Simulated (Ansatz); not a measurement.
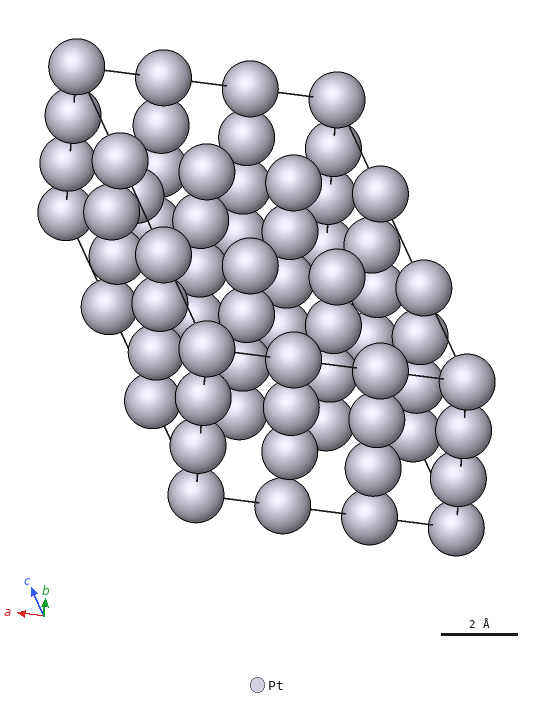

*The structure as given in the input (spheres-only view of the cell of the calculation, seen at an oblique angle).*

Geometry relaxation of Pt (part 1 of 3)

System: Pt (defect cell, 28 atoms in the cell).
Method: DFT PBEsol, scalar-relativistic, plane waves, PAW, no spin polarisation (Ansatz 0.2.0).

The structure derives from a Materials Project entry. It belongs to a series of runs on one base structure; here: Pt interstitial, charge +0, atoms relaxed at the host's cell.

Log
```
Engine: ansatz 0.2.0, x86_64-unknown-linux-gnu
Pseudopotentials: kind: paw
Pseudopotential: Pt, paw, valence charge 18, recommended cutoff 420 eV (normal), Pt.paw.azcp
Functional definition: PBEsol
  exchange = pbesol_x
  correlation = pbesol_c
Crystal: 28 atoms, lattice volume = 405.968 Å³
Basis set: ecut = 420 eV, 7823 PW (Γ), exchange–correlation on 120×120×120 points (8 copies of the dense FFT grid, shifted against one another)
Bands: 303, of which v1, the nominal top of the filled ones, is band 252 counted from 1 (251 counted from 0)
Symmetry: 1 space group operations
Space group: P1 (ITA 1), of the structure as read, at distance tolerance 7.4e-5 Å
k-points: 36 of 64 (time reversal used)
Non-local potential: Pt, projectors of the file, l = 0: 3, l = 1: 2, l = 2: 2, l = 3: 1
PAW form: soft (Blöchl's): semilocal exchange-correlation on the pseudo side does not see the compensation charge
PAW frozen core: Pt, regenerated for the run's functional, and the local potential with it (the file was generated under x = pbe(κ = 0.804, μ = 0.2195149727645171), c = pbe(β = 0.06672455060314922))
PAW one-centre angular grid: Pt, 590 points (default); XC on 64 Gauss nodes
Initial density: superposition of atomic densities (neutral atoms: chi_scale 0, normalization atom), corrected by the library's trained network
Initial wavefunctions: pseudopotential atomic-orbital guess
Functional: x = pbesol(κ = 0.804, μ = 0.12345679012345678), c = pbesol(β = 0.046)
SCF iter   1: F=—  HF=-346712.704289 eV  |F-HF|=—  |Δ(HF+E_count)|=         —  Δρ=1.78e-2  dr2=2.71e0  ethr=1.77e-3  ⟨swp⟩=5.0  Hψ=38462  notcnv=0  defer=566
preconditioner: auto → Kerker (q_TF=auto, 2.828 Å⁻¹)  [metal: Δε(μ)=0.006 eV  Ē_g=9.275 eV  σ=0.100 eV  W_gap=0.03  n_scr=168 (ndim 8)  ℏωp=30.8 eV  f_vac=0.000  D(μ)=33.37/eV (n_scr^D=410)]
SCF iter   2: F=—  HF=-346712.566288 eV  |F-HF|=—  |Δ(HF+E_count)|=   1.38e-1  Δρ=8.01e-3  dr2=6.40e-1  ethr=5.37e-4  ⟨swp⟩=1.6  Hψ=12614  notcnv=0  defer=670
SCF iter   3: F=—  HF=-346712.508208 eV  |F-HF|=—  |Δ(HF+E_count)|=   5.81e-2  Δρ=1.55e-3  dr2=2.17e-2  ethr=1.27e-4  ⟨swp⟩=2.0  Hψ=10660  notcnv=0  defer=670
SCF iter   4: F=—  HF=-346712.504980 eV  |F-HF|=—  |Δ(HF+E_count)|=   3.23e-3  Δρ=3.49e-4  dr2=2.63e-3  ethr=4.30e-6  ⟨swp⟩=2.1  Hψ=14427  notcnv=0  defer=670
SCF iter   5: F=—  HF=-346712.506453 eV  |F-HF|=—  |Δ(HF+E_count)|=   1.47e-3  Δρ=1.30e-4  dr2=1.08e-4  ethr=5.22e-7  ⟨swp⟩=1.2  Hψ=10141  notcnv=0  defer=774
SCF iter   6: F=-346712.506430 eV  HF=-346712.506436 eV  |F-HF|=6.11e-6  |Δ(HF+E_count)|=   1.63e-5  Δρ=3.09e-5  dr2=7.95e-6  ethr=3.10e-9  ⟨swp⟩=13.0  Hψ=95300  notcnv=0
SCF 1 converged in 6 iterations: F = -346712.506430 eV  dr2 = 7.95e-6
  greatest PAW one-centre occupation: 1.008 electrons in one spin orbital (limit 2), on the Pt atom at site 27 (counted from 0), in its partial waves of l = 1
relax step   1: F+E_penalty+E_count = -346712.50643024 eV  Δ(F+E_penalty+E_count) = +0.000e0 eV  max|allowed force component| = 4.305e1 eV/Å  Δτ_max = 0.0000 Å  (6 SCF iters, dr2 threshold 1.56e-5 eV, accepted)
Initial density: handed on by an earlier stage of this run
Initial wavefunctions: those handed on with the density
iter 1 solved again at ethr=5.45e-4 eV; its pass at ethr=3.10e-3 eV (dr2=2.75e0 eV) is discarded
SCF iter   1: F=—  HF=-346730.398473 eV  |F-HF|=—  |Δ(HF+E_count)|=         —  Δρ=2.12e-2  dr2=2.76e0  ethr=5.45e-4  ⟨swp⟩=1.0  Hψ=43879  notcnv=0  defer=1172
preconditioner: auto → Kerker (q_TF=auto, 2.828 Å⁻¹)  [metal: Δε(μ)=0.001 eV  Ē_g=9.189 eV  σ=0.100 eV  W_gap=0.00  n_scr=168 (ndim 8)  ℏωp=30.8 eV  f_vac=0.000  D(μ)=38.60/eV (n_scr^D=530)]
SCF iter   2: F=—  HF=-346730.227468 eV  |F-HF|=—  |Δ(HF+E_count)|=   1.71e-1  Δρ=1.06e-2  dr2=7.62e-1  ethr=5.45e-4  ⟨swp⟩=1.8  Hψ=9650  notcnv=0  defer=1172
SCF iter   3: F=—  HF=-346730.158650 eV  |F-HF|=—  |Δ(HF+E_count)|=   6.88e-2  Δρ=1.46e-3  dr2=3.50e-2  ethr=1.51e-4  ⟨swp⟩=2.0  Hψ=11125  notcnv=0  defer=1172
SCF iter   4: F=—  HF=-346730.155130 eV  |F-HF|=—  |Δ(HF+E_count)|=   3.52e-3  Δρ=4.50e-4  dr2=4.51e-3  ethr=6.95e-6  ⟨swp⟩=2.0  Hψ=14810  notcnv=0  defer=1260
SCF iter   5: F=—  HF=-346730.154779 eV  |F-HF|=—  |Δ(HF+E_count)|=   3.52e-4  Δρ=1.10e-4  dr2=7.76e-5  ethr=8.95e-7  ⟨swp⟩=2.1  Hψ=13714  notcnv=0  defer=1260
SCF iter   6: F=-346730.154757 eV  HF=-346730.154763 eV  |F-HF|=6.57e-6  |Δ(HF+E_count)|=   1.56e-5  Δρ=3.04e-5  dr2=8.59e-6  ethr=1.54e-8  ⟨swp⟩=15.3  Hψ=97851  notcnv=0
SCF 2 converged in 6 iterations: F = -346730.154757 eV  dr2 = 8.59e-6
  greatest PAW one-centre occupation: 1.000 electrons in one spin orbital (limit 2), on the Pt atom at site 27 (counted from 0), in its partial waves of l = 1
relax step   2: F+E_penalty+E_count = -346730.15475654 eV  Δ(F+E_penalty+E_count) = -1.765e1 eV  max|allowed force component| = 1.359e1 eV/Å  Δτ_max = 0.1949 Å  (6 SCF iters, dr2 threshold 1.00e-4 eV, accepted)
iter 1 solved again at ethr=1.57e-4 eV; its pass at ethr=3.10e-3 eV (dr2=7.94e-1 eV) is discarded
SCF iter   1: F=—  HF=-346737.478646 eV  |F-HF|=—  |Δ(HF+E_count)|=         —  Δρ=1.87e-2  dr2=8.11e-1  ethr=1.57e-4  ⟨swp⟩=1.0  Hψ=40050  notcnv=0  defer=1184
preconditioner: auto → Kerker (q_TF=auto, 2.828 Å⁻¹)  [metal: Δε(μ)=0.006 eV  Ē_g=9.143 eV  σ=0.100 eV  W_gap=0.03  n_scr=168 (ndim 8)  ℏωp=30.8 eV  f_vac=0.000  D(μ)=44.29/eV (n_scr^D=608)]
SCF iter   2: F=—  HF=-346737.384341 eV  |F-HF|=—  |Δ(HF+E_count)|=   9.43e-2  Δρ=9.49e-3  dr2=2.45e-1  ethr=1.57e-4  ⟨swp⟩=1.1  Hψ=9573  notcnv=0  defer=1184
SCF iter   3: F=—  HF=-346737.346032 eV  |F-HF|=—  |Δ(HF+E_count)|=   3.83e-2  Δρ=9.23e-4  dr2=9.82e-3  ethr=4.86e-5  ⟨swp⟩=2.0  Hψ=14316  notcnv=0  defer=1184
SCF iter   4: F=—  HF=-346737.346093 eV  |F-HF|=—  |Δ(HF+E_count)|=   6.09e-5  Δρ=2.32e-4  dr2=8.49e-4  ethr=1.95e-6  ⟨swp⟩=2.1  Hψ=18627  notcnv=0  defer=1192
iter 5 did not close the SCF: its close was put off for the readings that it lacked (scf_convergence_deferred on its scf_iter line)
SCF iter   5: F=-346737.345999 eV  HF=-346737.346023 eV  |F-HF|=2.42e-5  |Δ(HF+E_count)|=   7.06e-5  Δρ=6.60e-5  dr2=3.11e-5  ethr=1.68e-7  ⟨swp⟩=1.6  Hψ=11930  notcnv=0  defer=1196
SCF iter   6: F=-346737.346015 eV  HF=-346737.346018 eV  |F-HF|=3.10e-6  |Δ(HF+E_count)|=   4.86e-6  Δρ=1.91e-5  dr2=3.79e-6  ethr=6.17e-9  ⟨swp⟩=13.0  Hψ=82682  notcnv=0
SCF 3 converged in 6 iterations: F = -346737.346015 eV  dr2 = 3.79e-6
  greatest PAW one-centre occupation: 1.000 electrons in one spin orbital (limit 2), on the Pt atom at site 27 (counted from 0), in its partial waves of l = 0
relax step   3: F+E_penalty+E_count = -346737.34601482 eV  Δ(F+E_penalty+E_count) = -7.191e0 eV  max|allowed force component| = 4.006e0 eV/Å  Δτ_max = 0.1861 Å  (6 SCF iters, dr2 threshold 1.00e-4 eV, accepted)
SCF iter   1: F=—  HF=-346738.549021 eV  |F-HF|=—  |Δ(HF+E_count)|=         —  Δρ=1.55e-2  dr2=6.31e-1  ethr=1.01e-3  ⟨swp⟩=3.9  Hψ=22726  notcnv=0  defer=1262
preconditioner: auto → Kerker (q_TF=auto, 2.828 Å⁻¹)  [metal: Δε(μ)=0.001 eV  Ē_g=9.132 eV  σ=0.100 eV  W_gap=0.01  n_scr=168 (ndim 8)  ℏωp=30.8 eV  f_vac=0.000  D(μ)=45.30/eV (n_scr^D=608)]
SCF iter   2: F=—  HF=-346738.467282 eV  |F-HF|=—  |Δ(HF+E_count)|=   8.17e-2  Δρ=7.75e-3  dr2=1.65e-1  ethr=1.25e-4  ⟨swp⟩=1.1  Hψ=12585  notcnv=0  defer=1245
SCF iter   3: F=—  HF=-346738.437691 eV  |F-HF|=—  |Δ(HF+E_count)|=   2.96e-2  Δρ=9.73e-4  dr2=5.84e-3  ethr=3.28e-5  ⟨swp⟩=2.0  Hψ=14516  notcnv=0  defer=1245
SCF iter   4: F=—  HF=-346738.438236 eV  |F-HF|=—  |Δ(HF+E_count)|=   5.46e-4  Δρ=2.03e-4  dr2=5.56e-4  ethr=1.16e-6  ⟨swp⟩=2.0  Hψ=17157  notcnv=0  defer=1245
iter 5 did not close the SCF: its close was put off for the readings that it lacked (scf_convergence_deferred on its scf_iter line)
SCF iter   5: F=-346738.438140 eV  HF=-346738.438193 eV  |F-HF|=5.30e-5  |Δ(HF+E_count)|=   4.33e-5  Δρ=6.83e-5  dr2=6.09e-5  ethr=1.10e-7  ⟨swp⟩=1.2  Hψ=10024  notcnv=0  defer=1245
SCF iter   6: F=-346738.438182 eV  HF=-346738.438185 eV  |F-HF|=2.66e-6  |Δ(HF+E_count)|=   7.92e-6  Δρ=1.74e-5  dr2=3.20e-6  ethr=1.21e-8  ⟨swp⟩=12.4  Hψ=81387  notcnv=0
SCF 4 converged in 6 iterations: F = -346738.438182 eV  dr2 = 3.20e-6
relax step   4: F+E_penalty+E_count = -346738.43818248 eV  Δ(F+E_penalty+E_count) = -1.092e0 eV  max|allowed force component| = 2.882e-1 eV/Å  Δτ_max = 0.1440 Å  (6 SCF iters, dr2 threshold 1.00e-4 eV, accepted)
SCF iter   1: F=—  HF=-346738.446956 eV  |F-HF|=—  |Δ(HF+E_count)|=         —  Δρ=1.72e-3  dr2=5.54e-3  ethr=1.90e-5  ⟨swp⟩=2.1  Hψ=18452  notcnv=0  defer=1277
preconditioner: auto → Kerker (q_TF=auto, 2.828 Å⁻¹)  [metal: Δε(μ)=0.003 eV  Ē_g=9.129 eV  σ=0.100 eV  W_gap=0.02  n_scr=168 (ndim 8)  ℏωp=30.8 eV  f_vac=0.000  D(μ)=46.70/eV (n_scr^D=644)]
SCF iter   2: F=—  HF=-346738.446208 eV  |F-HF|=—  |Δ(HF+E_count)|=   7.48e-4  Δρ=9.09e-4  dr2=1.67e-3  ethr=1.10e-6  ⟨swp⟩=1.0  Hψ=12564  notcnv=0  defer=1277
SCF iter   3: F=—  HF=-346738.447419 eV  |F-HF|=—  |Δ(HF+E_count)|=   1.21e-3  Δρ=7.85e-5  dr2=4.31e-5  ethr=3.32e-7  ⟨swp⟩=2.0  Hψ=16383  notcnv=0  defer=1277
iter 4 did not close the SCF: its close was put off for the readings that it lacked (scf_convergence_deferred on its scf_iter line)
SCF iter   4: F=-346738.447410 eV  HF=-346738.447414 eV  |F-HF|=4.41e-6  |Δ(HF+E_count)|=   5.03e-6  Δρ=2.06e-5  dr2=5.09e-6  ethr=8.55e-9  ⟨swp⟩=2.0  Hψ=17092  notcnv=0  defer=1277
iter 5 did not close the SCF: its close was put off for the readings that it lacked (scf_convergence_deferred on its scf_iter line)
SCF iter   5: F=-346738.447414 eV  HF=-346738.447414 eV  |F-HF|=2.95e-7  |Δ(HF+E_count)|=   4.40e-7  Δρ=4.71e-6  dr2=3.39e-7  ethr=1.01e-9  ⟨swp⟩=1.2  Hψ=9735  notcnv=0  defer=1277
SCF iter   6: F=-346738.447414 eV  HF=-346738.447414 eV  |F-HF|=1.58e-8  |Δ(HF+E_count)|=   3.42e-8  Δρ=1.50e-6  dr2=1.93e-8  ethr=6.72e-11  ⟨swp⟩=10.4  Hψ=70882  notcnv=0
SCF 5 converged in 6 iterations: F = -346738.447414 eV  dr2 = 1.93e-8
relax step   5: F+E_penalty+E_count = -346738.44741383 eV  Δ(F+E_penalty+E_count) = -9.231e-3 eV  max|allowed force component| = 1.072e-2 eV/Å  Δτ_max = 0.0139 Å  (6 SCF iters, dr2 threshold 5.19e-6 eV, accepted)
iter 1 solved again at ethr=3.85e-12 eV; its pass at ethr=3.10e-3 eV (dr2=1.94e-8 eV) is discarded
SCF iter   1: F=—  HF=-346738.447419 eV  |F-HF|=—  |Δ(HF+E_count)|=         —  Δρ=1.50e-6  dr2=1.93e-8  ethr=3.85e-12  ⟨swp⟩=1.8  Hψ=32453  notcnv=0
preconditioner: auto → Kerker (q_TF=auto, 2.828 Å⁻¹)  [metal: Δε(μ)=0.004 eV  Ē_g=9.128 eV  σ=0.100 eV  W_gap=0.02  n_scr=168 (ndim 8)  ℏωp=30.8 eV  f_vac=0.000  D(μ)=46.81/eV (n_scr^D=644)]
iter 2 did not close the SCF: its close was put off for the readings that it lacked (scf_convergence_deferred on its scf_iter line)
SCF iter   2: F=-346738.447414 eV  HF=-346738.447414 eV  |F-HF|=9.20e-9  |Δ(HF+E_count)|=   5.63e-6  Δρ=9.13e-7  dr2=1.07e-8  ethr=3.83e-12  ⟨swp⟩=1.0  Hψ=9631  notcnv=0
iter 3 did not close the SCF: its close was put off for the readings that it lacked (scf_convergence_deferred on its scf_iter line)
SCF iter   3: F=-346738.447414 eV  HF=-346738.447414 eV  |F-HF|=5.24e-10  |Δ(HF+E_count)|=   1.34e-9  Δρ=2.09e-7  dr2=5.73e-10  ethr=2.12e-12  ⟨swp⟩=2.4  Hψ=15625  notcnv=0
iter 4 did not close the SCF: its close was put off for the readings that it lacked (scf_convergence_deferred on its scf_iter line)
SCF iter   4: F=-346738.447414 eV  HF=-346738.447414 eV  |F-HF|=0.00e0  |Δ(HF+E_count)|=  5.82e-11  Δρ=3.77e-8  dr2=8.55e-12  ethr=1.00e-12  ⟨swp⟩=1.0  Hψ=9631  notcnv=0
iter 5 did not close the SCF: its close was put off for the readings that it lacked (scf_convergence_deferred on its scf_iter line)
SCF iter   5: F=-346738.447414 eV  HF=-346738.447414 eV  |F-HF|=5.82e-11  |Δ(HF+E_count)|=    0.00e0  Δρ=1.20e-8  dr2=6.57e-13  ethr=1.00e-12  ⟨swp⟩=1.0  Hψ=9631  notcnv=0
SCF iter   6: F=-346738.447414 eV  HF=-346738.447414 eV  |F-HF|=0.00e0  |Δ(HF+E_count)|=    0.00e0  Δρ=3.04e-9  dr2=3.90e-14  ethr=1.00e-12  ⟨swp⟩=3.0  Hψ=34564  notcnv=0
SCF 6 converged in 6 iterations: F = -346738.447414 eV  dr2 = 3.90e-14
relax step   6: F+E_penalty+E_count = -346738.44741385 eV  Δ(F+E_penalty+E_count) = -1.327e-8 eV  max|allowed force component| = 1.072e-2 eV/Å  Δτ_max = 0.0000 Å  (6 SCF iters, accepted)
```

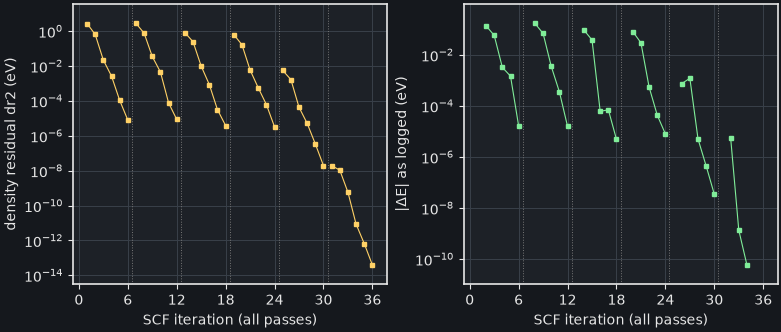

*Convergence of the self-consistent field: density residual dr2 and size of the energy change against the SCF iteration. The dotted lines part the SCF passes of the relaxation: geometry steps, rejected trials and re-solves on a re-selected basis.*

The 6 passes take 6 iterations each, 36 in all.

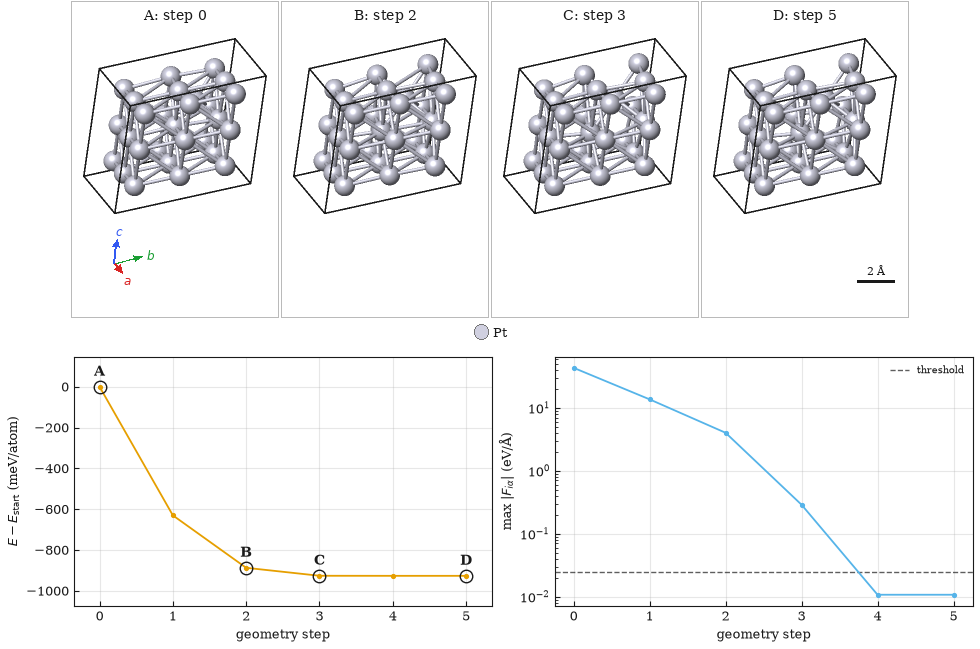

*Frames of the relaxation (ball-and-stick view of the cell of the calculation (origin shifted), seen slightly off an axis) above the curves, on which the letters mark them (the first geometry is step 0 here and step 1 in the log).*

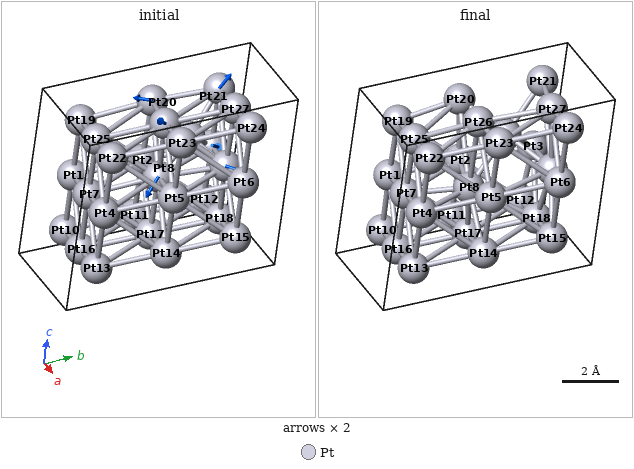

*Before (left) and after (right) the relaxation, at one scale (ball-and-stick view of the cell of the calculation (origin shifted), seen slightly off an axis). The blue arrows give the displacements, magnified 2 times.*

The atom that moves furthest is Pt8 (0.46 Å). The cell doesn't change. Distances before and after: Pt3–Pt8 2.627 → 3.313 Å, Pt20–Pt21 2.667 → 3.313 Å, Pt3–Pt21 2.750 → 3.312 Å, Pt9–Pt26 2.779 → 3.312 Å. Among the angles that change: Pt20–Pt28–Pt21 80.4° → 90.0°, Pt8–Pt28–Pt21 172.2° → 180.0°, Pt9–Pt28–Pt20 173.6° → 180.0°. Over 5 geometry steps the energy falls by 926 meV per atom. The largest force component goes from 43 to 0.011 eV/Å. (Atoms are counted from 1 in the order of the input.)

```
SCF converged after 6 iterations
Free energy (F): -346738.447414 eV
Harris-Foulkes:  -346738.447414 eV  (|F-HF|=0.00e0)
Internal energy: -346738.213347 eV  (E = F + TS)
E sigma→0 (E₀):  -346738.330380 eV
Entropy (-TS):   -0.234067 eV (-8.360 meV/atom)
Fermi energy:    24.585051 eV
--- Per-component energies (eV) ---
  E_band       = -3180.466930
  E_kinetic    = 17954.434259
  E_local      = -40317.354624  (includes V_loc(G=0)·N_el)
  E_nonlocal   = 5691.872597
  E_hartree    = 15083.974139
  E_xc         = -7321.687119
  E_vxc        = -8509.980790  (∫ρ·V_xc dr)
  E_paw        = -260869.722602  (= ΣΔE_a)
  E_vpaw       = -8167.392212  (= ΣTr[D̂ρ^β])
  E_aug_tail   = 0.005561  (compensation charges beyond the density's cutoff)
  E_ewald      = -76967.771031
  E_core_change = 8.035473  (= ΣΔE_core)
  E_smearing   = -0.234067  (= −TS)
  E_closure    = 0.000000  (closes the sum)
  Σ components = -346738.447414   (vs F -346738.447414, Δ=0.00e0)
```
